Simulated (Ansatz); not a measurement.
**Single-point calculation, with input and output: InP**

InP (slab, 12 atoms in the cell), computed with DFT PBE, scalar-relativistic, plane waves, PAW, no spin polarisation (Ansatz 0.2.0).

The structure derives from an entry of the Crystallography Open Database. It belongs to a series of runs on one base structure; here: the substrate alone at its places in the stack. Figures and captions count atoms from 1; the log counts them from 0 in places.

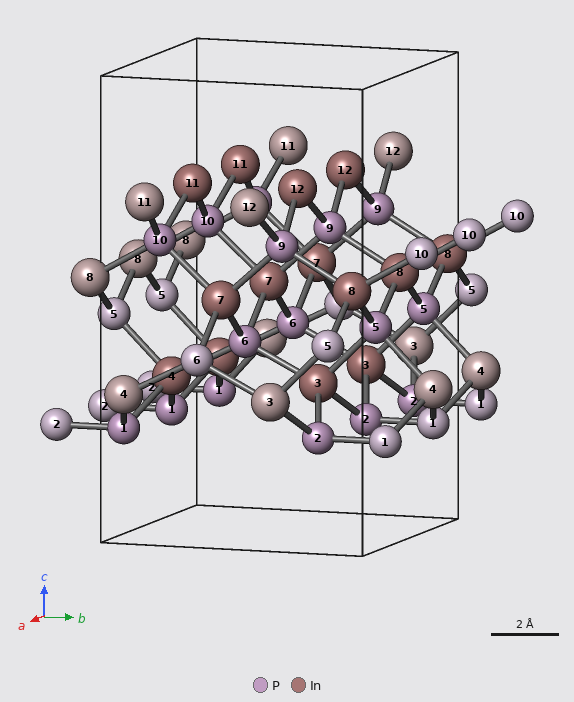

Figure 1. The input geometry (ball-and-stick view of the 2 × 1 repeat of the cell, with the vacuum cut short, seen slightly off an axis; neighbours outside the cell are drawn fainter; atoms are numbered from 1 in the order of the input). An atom can appear more than once, as a periodic image.

Summary:

```json
{"quantity": "outcome", "value": "converged"}
{"quantity": "electrons treated", "value": "108"}
{"quantity": "free energy", "value": "−38119.9472 eV"}
{"quantity": "work function, top face", "value": "4.12 eV"}
{"quantity": "work function, bottom face", "value": "5.18 eV"}
{"quantity": "Fermi energy", "value": "−1.353 eV"}
{"quantity": "gap on the k-point mesh", "value": "none (metallic)"}
{"quantity": "work function (upper face)", "value": "4.12 eV"}
{"quantity": "largest force (length of the vector)", "value": "0.759 eV/Å"}
{"quantity": "hardware", "value": "8 threads of Arm Neoverse V2, 24 GiB of memory available, shared host"}
{"quantity": "wall time", "value": "18 s (CPU time 2.3 min)"}
{"quantity": "peak memory", "value": "3.1 GiB"}
```

Input file:
```yaml
crystal:
  lattice:
    - [4.2144047902, 0.0, 0.0]
    - [0.0, 8.4288095804, 0.0]
    - [0.0, 0.0, 31.3236793731]
  atoms:
    - { symbol: P, position: [-0.003462495, 0.0866313458, 0.2536105362] }
    - { symbol: P, position: [-0.0035769837, 0.8303725928, 0.2535879231] }
    - { symbol: In, position: [0.4963982883, 0.7387208815, 0.2965283196] }
    - { symbol: In, position: [0.4965494828, 0.1781112469, 0.2965542661] }
    - { symbol: P, position: [0.4964663124, -0.0415821059, 0.3541720211] }
    - { symbol: P, position: [0.4964620023, 0.4584302325, 0.3337771762] }
    - { symbol: In, position: [-0.0035424037, 0.4584672689, 0.3833060637] }
    - { symbol: In, position: [-0.0035333241, -0.0413686183, 0.3986402301] }
    - { symbol: P, position: [-0.0035580392, 0.6919352565, 0.4388631426] }
    - { symbol: P, position: [-0.003566134, 0.2252022546, 0.4389030976] }
    - { symbol: In, position: [0.4964409485, 0.2581049364, 0.4855988635] }
    - { symbol: In, position: [0.4964346067, 0.6597639964, 0.4855767739] }
basis:
  ecutwfc: 420
kpoints:
  mp_grid: { grid: [8, 4, 1] }
hamiltonian:
  xc: pbe
scf:
  occupations: { method: gaussian, width: 0.1 }
output:
  forces: true
  stress: true
  eigenvalues: true
efield:
  axis: 3
  dipole_correction: true
  ramp_width: 0.04
```

Command:
```bash
ansatz run input.yaml --threads 8 --pin off --max-ram 20480MiB --backend cpu --events-out ev --progress --plain --runs-dir out
```

Log:
```
Engine: ansatz 0.2.0, aarch64-unknown-linux-gnu
Pseudopotentials: kind: paw
Pseudopotential: P, paw, valence charge 5, recommended cutoff 420 eV (normal), P.paw.azcp
Pseudopotential: In, paw, valence charge 13, recommended cutoff 420 eV (normal), In.paw.azcp
Functional definition: PBE
  parameter kappa = 0.804
  parameter beta = 0.06672455060314922
  exchange = pbe_x(kappa = kappa, mu = beta*pi^2/3)
  correlation = pbe_c(beta = beta)
Crystal: 12 atoms, lattice volume = 1112.693 Å³
Basis set: ecut = 420 eV, 21627 PW (Γ), exchange–correlation on 60×120×432 points (8 copies of the dense FFT grid, shifted against one another)
Bands: 66, of which v1, the nominal top of the filled ones, is band 54 counted from 1 (53 counted from 0)
Symmetry: 1 space group operations
Space group: P1 (ITA 1), of the structure as read, at distance tolerance 1.0e-4 Å
k-points: 18 of 32 (time reversal used)
Non-local potential: P, projectors of the file, l = 0: 2, l = 1: 2, l = 2: 2
Non-local potential: In, projectors of the file, l = 0: 2, l = 1: 2, l = 2: 2, l = 3: 2
PAW form: soft (Blöchl's): semilocal exchange-correlation on the pseudo side does not see the compensation charge
PAW one-centre angular grid: P, 110 points (default); XC on 64 Gauss nodes
PAW one-centre angular grid: In, 590 points (default); XC on 64 Gauss nodes
Initial density: superposition of atomic densities (neutral atoms: chi_scale 0, normalization atom), corrected by the library's trained network
Initial wavefunctions: pseudopotential atomic-orbital guess
Functional: x = pbe(κ = 0.804, μ = 0.2195149727645171), c = pbe(β = 0.06672455060314922)
SCF iter   1: F=—  HF=-38120.003654 eV  |F-HF|=—  |Δ(HF+E_count)|=         —  Δρ=2.59e-3  dr2=1.74e0  ethr=1.77e-3  p=0.166 e·Å  D=2.70e-2 V/Å  ΔV_dip=-0.85 eV  dr2_dipole=5.41e-1  V_vac-E_F(+/−)=4.20/5.04 eV  ⟨swp⟩=11.3  Hψ=6054  notcnv=0  defer=2
efield: sawtooth ramp at fractional position 0.8496 (placed from the atoms, in the widest stretch of the axis that holds none; the zero of the levels goes with the place), width 0.0400; the density the first Hamiltonian is built on has a dipole p = 0.166 e·Å; the dipole correction subtracts the counter field D = 2.70e-2 V/Å, which shifts the + side's vacuum level by -0.85 eV against the − side's; the planar-averaged density in the ramp window peaks in size at 3.5e-7 e/Å³
preconditioner: auto → LDOS  [metal: Δε(μ)=0.044 eV  Ē_g=12.590 eV  σ=0.100 eV  W_gap=0.24  n_scr=124 (ndim 8)  ℏωp=11.6 eV  f_vac=0.665  D(μ)=5.99/eV (n_scr^D=22)  β→1.0]
SCF iter   2: F=—  HF=-38119.984900 eV  |F-HF|=—  |Δ(HF+E_count)|=   1.88e-2  Δρ=2.16e-3  dr2=1.22e0  ethr=1.61e-3  p=0.229 e·Å  D=3.73e-2 V/Å  ΔV_dip=-1.17 eV  dr2_dipole=3.87e-1  V_vac-E_F(+/−)=4.05/5.22 eV  ⟨swp⟩=2.9  Hψ=1584  notcnv=0  defer=62
SCF iter   3: F=—  HF=-38119.949193 eV  |F-HF|=—  |Δ(HF+E_count)|=   3.57e-2  Δρ=4.72e-4  dr2=2.11e-2  ethr=1.13e-3  p=0.208 e·Å  D=3.39e-2 V/Å  ΔV_dip=-1.06 eV  dr2_dipole=3.90e-3  V_vac-E_F(+/−)=4.12/5.18 eV  ⟨swp⟩=2.2  Hψ=1250  notcnv=0  defer=64
SCF iter   4: F=—  HF=-38119.947208 eV  |F-HF|=—  |Δ(HF+E_count)|=   1.98e-3  Δρ=1.92e-4  dr2=1.85e-3  ethr=1.95e-5  p=0.210 e·Å  D=3.42e-2 V/Å  ΔV_dip=-1.07 eV  dr2_dipole=3.87e-4  V_vac-E_F(+/−)=4.11/5.18 eV  ⟨swp⟩=2.2  Hψ=1932  notcnv=0  defer=63
SCF iter   5: F=—  HF=-38119.947218 eV  |F-HF|=—  |Δ(HF+E_count)|=   9.88e-6  Δρ=1.17e-4  dr2=1.19e-3  ethr=1.71e-6  p=0.209 e·Å  D=3.40e-2 V/Å  ΔV_dip=-1.07 eV  dr2_dipole=4.12e-4  V_vac-E_F(+/−)=4.11/5.18 eV  ⟨swp⟩=2.1  Hψ=1622  notcnv=0  defer=63
SCF iter   6: F=—  HF=-38119.947187 eV  |F-HF|=—  |Δ(HF+E_count)|=   3.10e-5  Δρ=4.38e-5  dr2=2.42e-4  ethr=1.10e-6  p=0.208 e·Å  D=3.38e-2 V/Å  ΔV_dip=-1.06 eV  dr2_dipole=8.04e-5  V_vac-E_F(+/−)=4.12/5.18 eV  ⟨swp⟩=1.0  Hψ=1124  notcnv=0  defer=63
SCF iter   7: F=—  HF=-38119.947183 eV  |F-HF|=—  |Δ(HF+E_count)|=   3.92e-6  Δρ=1.55e-5  dr2=1.55e-5  ethr=2.24e-7  p=0.207 e·Å  D=3.36e-2 V/Å  ΔV_dip=-1.05 eV  dr2_dipole=1.30e-7  V_vac-E_F(+/−)=4.12/5.18 eV  ⟨swp⟩=2.0  Hψ=1265  notcnv=0  defer=63
SCF iter   8: F=—  HF=-38119.947212 eV  |F-HF|=—  |Δ(HF+E_count)|=   2.93e-5  Δρ=9.56e-6  dr2=4.94e-6  ethr=1.44e-8  p=0.207 e·Å  D=3.36e-2 V/Å  ΔV_dip=-1.05 eV  dr2_dipole=1.52e-7  V_vac-E_F(+/−)=4.12/5.18 eV  ⟨swp⟩=2.3  Hψ=1968  notcnv=0  defer=58
SCF iter   9: F=—  HF=-38119.947213 eV  |F-HF|=—  |Δ(HF+E_count)|=   6.59e-8  Δρ=4.64e-6  dr2=1.28e-6  ethr=4.57e-9  p=0.206 e·Å  D=3.36e-2 V/Å  ΔV_dip=-1.05 eV  dr2_dipole=1.45e-7  V_vac-E_F(+/−)=4.12/5.18 eV  ⟨swp⟩=2.0  Hψ=1453  notcnv=0  defer=58
SCF iter  10: F=—  HF=-38119.947213 eV  |F-HF|=—  |Δ(HF+E_count)|=   1.86e-7  Δρ=2.41e-6  dr2=2.94e-7  ethr=1.18e-9  p=0.206 e·Å  D=3.36e-2 V/Å  ΔV_dip=-1.05 eV  dr2_dipole=3.51e-10  V_vac-E_F(+/−)=4.12/5.18 eV  ⟨swp⟩=2.5  Hψ=1849  notcnv=0  defer=58
SCF iter  11: F=-38119.947213 eV  HF=-38119.947213 eV  |F-HF|=1.39e-8  |Δ(HF+E_count)|=   6.00e-8  Δρ=1.11e-6  dr2=4.72e-8  ethr=9.26e-11  p=0.206 e·Å  D=3.36e-2 V/Å  ΔV_dip=-1.05 eV  dr2_dipole=7.91e-10  V_vac-E_F(+/−)=4.12/5.18 eV  ⟨swp⟩=17.9  Hψ=6849  notcnv=0
SCF 1 converged in 11 iterations: F = -38119.947213 eV  dr2 = 4.72e-8
  greatest PAW one-centre occupation: 0.982 electrons in one spin orbital (limit 2), on the In atom at site 11 (counted from 0), in its partial waves of l = 2
```

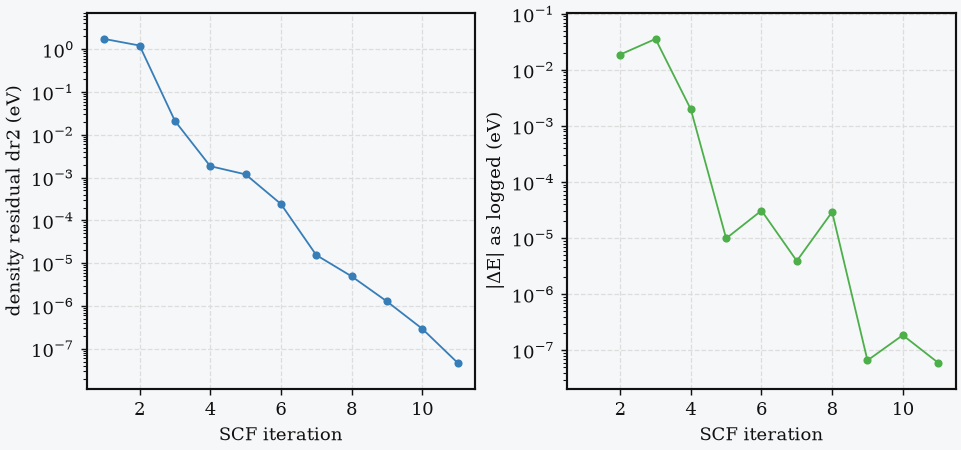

Figure 2. Convergence of the self-consistent field: density residual dr2 and size of the energy change against the SCF iteration. The residual falls at every step.

```
SCF converged after 11 iterations
Free energy (F): -38119.947213 eV
Harris-Foulkes:  -38119.947213 eV  (|F-HF|=1.39e-8)
Internal energy: -38119.901234 eV  (E = F + TS)
E sigma→0 (E₀):  -38119.924224 eV
Entropy (-TS):   -0.045978 eV (-3.832 meV/atom)
Fermi energy:    -1.352731 eV
Dipole field:    D = 0.033593 V/Å  (p = 0.206568 e·Å, saw-weighted, corrected)
Work function:   Φ+ = 4.1238 eV   Φ− = 5.1761 eV
Levels:          The Fermi level and band energies are counted from a zero that moves with the ramp; work functions are not
--- Per-component energies (eV) ---
  E_band       = -1238.602627
  E_kinetic    = 1864.966268
  E_local      = -89386.446316  (includes V_loc(G=0)·N_el)
  E_nonlocal   = 2405.507071
  E_hartree    = 43344.664303
  E_xc         = -1653.693661
  E_vxc        = -950.267056  (∫ρ·V_xc dr)
  E_paw        = -28342.701207  (= ΣΔE_a)
  E_vpaw       = -1860.733040  (= ΣTr[D̂ρ^β])
  E_aug_tail   = 0.000171  (compensation charges beyond the density's cutoff)
  E_efield     = 0.003470  (sawtooth field / dipole correction)
  E_vefield    = -0.991804  (∫n·V_field dr)
  E_ewald      = 33647.798666
  E_smearing   = -0.045978  (= −TS)
  E_closure    = -0.000000  (closes the sum)
  Σ components = -38119.947213   (vs F -38119.947213, Δ=0.00e0)
--- Forces (eV/Å), atoms counted from 1 ---
  atom   1  P     -0.00040224    -0.02524522     0.00794141
  atom   2  P      0.00003104     0.02374640     0.01108283
  atom   3  In     0.00045220     0.00531255    -0.02493890
  atom   4  In    -0.00023313    -0.00248196    -0.02569129
  atom   5  P      0.00005906    -0.00062288     0.01163953
  atom   6  P     -0.00005297     0.00061425     0.03024506
  atom   7  In     0.00004881     0.00105483    -0.17280923
  atom   8  In    -0.00007251    -0.00112252    -0.05357294
  atom   9  P     -0.00005409     0.32139318    -0.26402504
  atom  10  P      0.00027223    -0.32526890    -0.26369336
  atom  11  In    -0.00020963     0.66200087     0.37050803
  atom  12  In     0.00016123    -0.65937814     0.37329011
  max |Σ_I F_I| component: 2.38e-5 eV/Å
--- Stress (GPa, compression-positive) ---
        0.261176      -0.000105       0.000163
       -0.000105      -0.555935      -0.000123
        0.000163      -0.000123       0.207537
  P = ⅓ Tr σ = -0.0291 GPa (-0.291 kbar)
--- Band table (eV; the first three rows and the last of 18) ---
  k-point 0: bands = ["-16.0851", "-16.0778", "-16.0141", "-15.9941", "-15.9396", "-15.9224", "-15.9204", "-15.9193", "-15.8739", "-15.8588", "-15.8363", "-15.8194", "-15.8068", "-15.8064", "-15.7852", "-15.7838", "-15.7835", "-15.7752", "-15.7605", "-15.7556", "-15.7237", "-15.7113", "-15.6840", "-15.6758", "-15.6700", "-15.6545", "-15.6346", "-15.6111", "-15.6011", "-15.5900", "-13.2081", "-12.4862", "-11.5935", "-11.4703", "-11.3148", "-9.9474", "-7.1480", "-6.8962", "-6.2969", "-5.9506", "-5.2923", "-4.4256", "-3.9225", "-3.8437", "-3.5520", "-3.3115", "-3.0881", "-2.7485", "-2.7100", "-2.5548", "-2.3742", "-1.9005", "-1.8389", "-1.4705", "-1.0838", "-0.9344", "-0.1715", "0.3020", "0.5117", "0.6711", "0.7116", "1.0229", "1.3907", "1.4649", "2.2717", "2.5897"]
  k-point 1: bands = ["-16.0836", "-16.0778", "-16.0144", "-15.9941", "-15.9391", "-15.9291", "-15.9223", "-15.9066", "-15.8742", "-15.8587", "-15.8365", "-15.8170", "-15.8079", "-15.8038", "-15.7947", "-15.7880", "-15.7766", "-15.7746", "-15.7564", "-15.7488", "-15.7250", "-15.7111", "-15.6879", "-15.6835", "-15.6705", "-15.6546", "-15.6334", "-15.6104", "-15.6043", "-15.5909", "-13.1867", "-12.4152", "-11.8180", "-11.5512", "-11.1706", "-9.8694", "-7.1565", "-6.7727", "-6.2221", "-5.9714", "-5.1112", "-4.5503", "-4.0769", "-3.8069", "-3.7798", "-3.3072", "-3.2966", "-2.9942", "-2.6961", "-2.6252", "-2.3552", "-1.9535", "-1.7703", "-1.3950", "-1.0766", "-0.7599", "0.0539", "0.3977", "0.4264", "0.8648", "1.0419", "1.1583", "1.2802", "1.9083", "2.1139", "2.3117"]
  k-point 2: bands = ["-16.0814", "-16.0784", "-16.0146", "-15.9940", "-15.9380", "-15.9328", "-15.9221", "-15.8988", "-15.8749", "-15.8585", "-15.8368", "-15.8133", "-15.8085", "-15.8011", "-15.8001", "-15.7942", "-15.7742", "-15.7736", "-15.7568", "-15.7264", "-15.7210", "-15.7185", "-15.7087", "-15.6828", "-15.6710", "-15.6548", "-15.6320", "-15.6097", "-15.6075", "-15.5918", "-13.1644", "-12.2573", "-12.0991", "-11.5668", "-11.1218", "-9.7917", "-7.1265", "-6.7477", "-6.0276", "-5.9431", "-5.0129", "-4.7279", "-4.1352", "-3.9160", "-3.8319", "-3.6873", "-3.3181", "-3.1234", "-2.6596", "-2.6141", "-2.3197", "-2.0136", "-1.4941", "-1.3944", "-1.3255", "-0.4655", "0.1536", "0.3658", "0.6353", "0.6926", "1.0357", "1.0883", "1.9691", "2.1096", "2.2570", "2.5511"]
  k-point 17: bands = ["-16.0925", "-16.0881", "-16.0104", "-15.9660", "-15.9546", "-15.9430", "-15.9367", "-15.8958", "-15.8890", "-15.8687", "-15.8677", "-15.8594", "-15.8201", "-15.8049", "-15.8028", "-15.7720", "-15.7570", "-15.7350", "-15.7297", "-15.7258", "-15.7152", "-15.7114", "-15.6935", "-15.6856", "-15.6733", "-15.6491", "-15.6300", "-15.6072", "-15.5989", "-15.5935", "-12.4981", "-11.2918", "-11.1745", "-11.1257", "-11.1038", "-9.0432", "-7.2662", "-7.2142", "-6.9564", "-6.9252", "-6.5862", "-6.0701", "-4.7433", "-4.4751", "-4.3446", "-4.0208", "-3.9160", "-3.8860", "-3.6977", "-3.6539", "-2.9550", "-2.9226", "-2.2817", "-1.5630", "-1.5191", "-0.4495", "0.7090", "0.7187", "1.0785", "1.1148", "1.3788", "1.6348", "1.7220", "2.2320", "2.2758", "2.6004"]
```

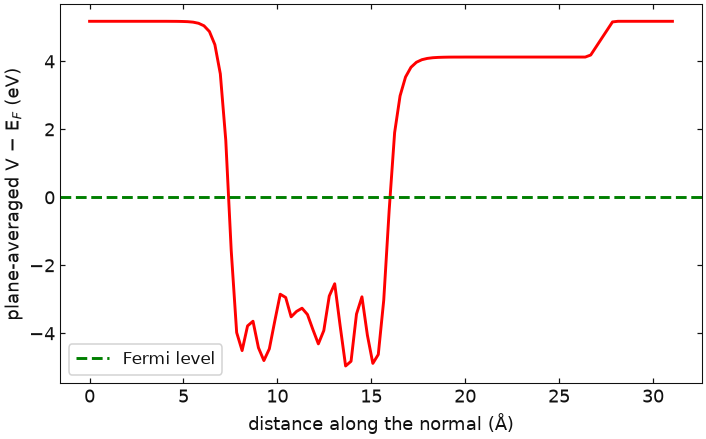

Figure 3. Plane average of the electrostatic potential energy of an electron across the cell, from the Fermi level. The vacuum level lies 4.12 eV above the Fermi level on the upper side and 5.18 eV on the lower.

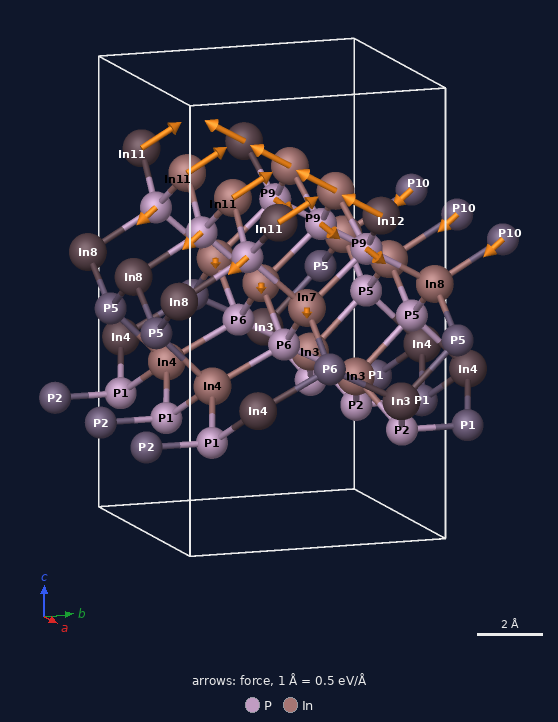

Figure 4. Forces on the atoms as orange arrows (ball-and-stick view of the 2 × 1 repeat of the cell, with the vacuum cut short, seen slightly off an axis; neighbours outside the cell are drawn fainter; atoms are numbered from 1 in the order of the input); the smallest are left out. The largest act on In11, In12 (0.76 eV/Å); P9, P10 (0.42 eV/Å). The geometry is not a stationary point of this energy.
